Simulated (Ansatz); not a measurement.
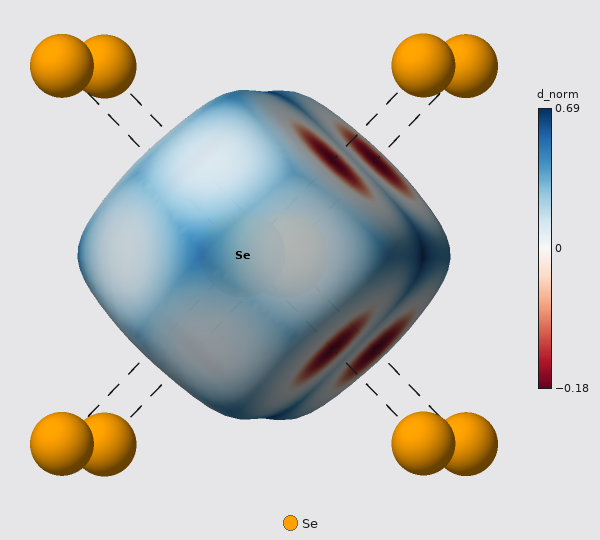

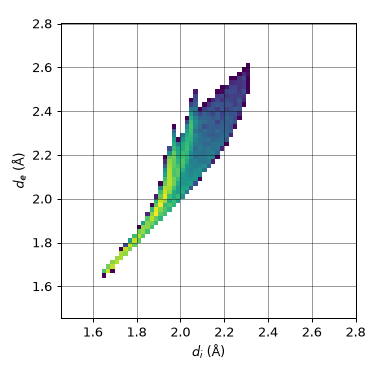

Hirshfeld surface computed for the Se$_{2}$ molecule in Se (Fmmm, No. 69), coloured by d_norm. Dashed lines lead to the closest neighbours outside. The second picture is its fingerprint plot, coloured by area on a logarithmic scale (dark little, yellow much).

The surface is where the fragment's share of the procrystal density (the sum of the densities of spherically averaged neutral Hartree-Fock atoms) equals one half. d_i and d_e are the distances from the surface to the nearest nucleus inside and outside; d_norm adds both, each measured against its van der Waals radius (Alvarez: Se 1.82 Å), so red marks contacts shorter than the sum of radii, white equal and blue longer.

Source of the atomic positions: coordinates from a relaxation with Ansatz, DFT r2SCAN, scalar-relativistic, plane waves, PAW; the starting structure was generated, so it need not be a known form of this composition.

```
Se
1.0
     4.65823    0.00000    0.00000
     0.00000    4.72106    0.00000
     0.00000    0.00000   10.26743
Se
8
Direct
  0.00000 0.00000 0.10511
  0.50000 0.00000 0.39489
  0.00000 0.50000 0.60511
  0.50000 0.50000 0.89489
  0.50000 0.00000 0.60511
  0.00000 0.00000 0.89489
  0.50000 0.50000 0.10511
  0.00000 0.50000 0.39489
```

Question: Which contact with the surroundings is the closest relative to the atoms' sizes?

Answer: Se···Se at 3.32 Å, 91 % of the sum of the van der Waals radii.

Question: How is the surface shared among contacts (both directions of a pair summed)?

Answer: Se···Se 100 %.

Question: Give the size and shape of the surface.

Answer: It encloses about 52 Å³, has an area of about 73 Å² and a globularity of 0.92 (1 for a sphere).

Question: Where does the fingerprint reach closest to the origin?

Answer: The smallest d_i + d_e is about 3.3 Å, which belongs to the shortest contact, Se···Se at 3.32 Å; d_e runs from 1.66 to 2.57 Å.
